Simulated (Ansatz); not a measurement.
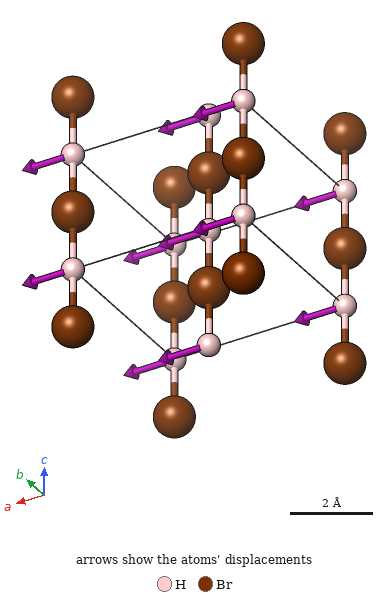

One vibrational mode of solid HBr at the zone centre. The purple arrows give the relative displacements of the atoms. The picture is a ball-and-stick view of the conventional cell (2 times the calculation's cell), seen from a free direction. Lengths and directions refer to the drawn axes.

These are results of DFT LDA, scalar-relativistic, plane waves, PAW in Ansatz 0.2.0, not measurements. Set-up: plane-wave cutoff 420 eV; k-point mesh 10 × 10 × 10; occupations fixed; no spin polarisation.

Frequencies are those without the non-analytic (LO–TO) term.

**What mode is this, and where does it lie in the spectrum?**

This is the E_u mode (doubly degenerate; one member of the set is drawn) at 119.0i meV, the highest optical level, infrared-active by symmetry. The Br atoms hardly move; the H sublattice moves as a whole against them, along a; the Br–H bond lengths don't change to first order, so for these it is a bending, tilting or sliding motion; the kinetic energy is shared as H 99 %, Br 1 %. The frequency is imaginary, so the structure is unstable against this distortion. Freezing in the drawn pattern lowers the space group from I4/mmm to Imm2 (No. 44).
